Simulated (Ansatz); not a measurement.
Structure data:

```xyz
3
Lattice="4.0710 0.0000 0.0000 -2.0355 3.5256 0.0000 0.0000 0.0000 6.0801" Properties=species:S:1:pos:R:3 pbc="T T T"
Sn    0.0000    0.0000    0.0000
Se    2.0355    1.1752    4.5821
Se    0.0000    2.3504    1.4980
```

### What does this file describe?

Composition: SnSe2. The atoms follow space group P-3m1 (No. 164); the Bravais lattice is primitive hexagonal. Among the common structure types it is cadmium iodide (CdI₂, 1T) type. It has 3 atoms to the cell (1 Sn, 2 Se). Sn is surrounded by six Se in an octahedral arrangement at 2.79 Å. The neighbours of Se are three Sn in a trigonal pyramidal arrangement at 2.79 Å. The bonds build SnSe2 layers parallel to (001).

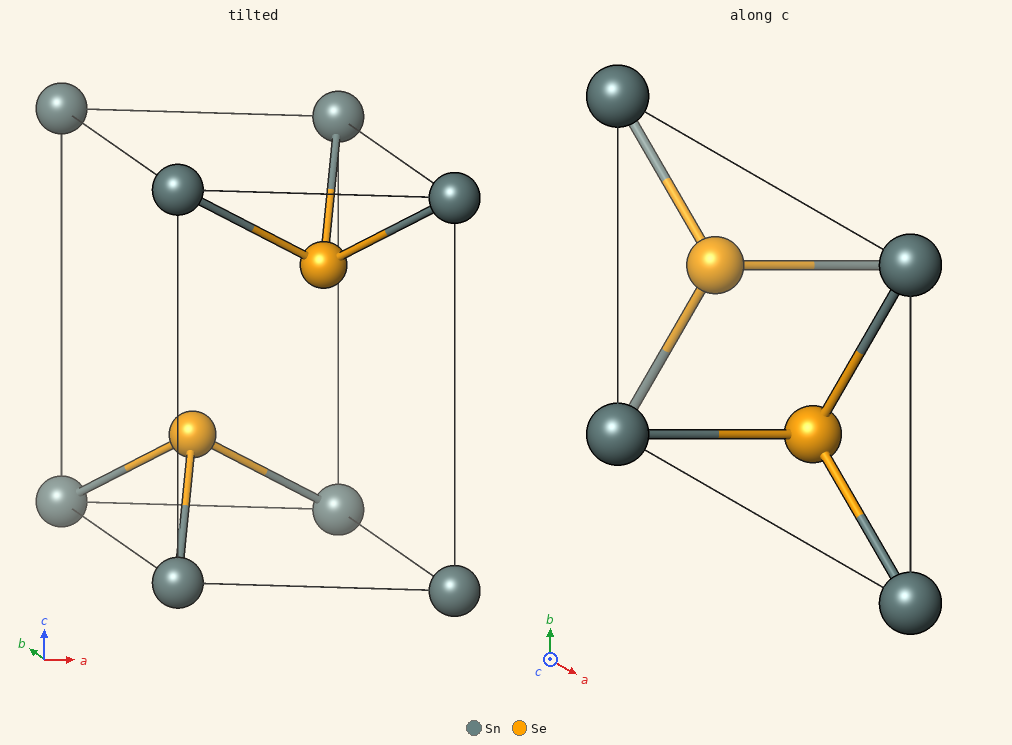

Ball-and-stick drawing of the structure, looking slightly off an axis and along the c axis. The edges of the conventional unit cell are marked.

The structure comes from a structure listed in the Materials Project. The cell was then strained or its atoms displaced on purpose. It was run through Ansatz as a DFT input.
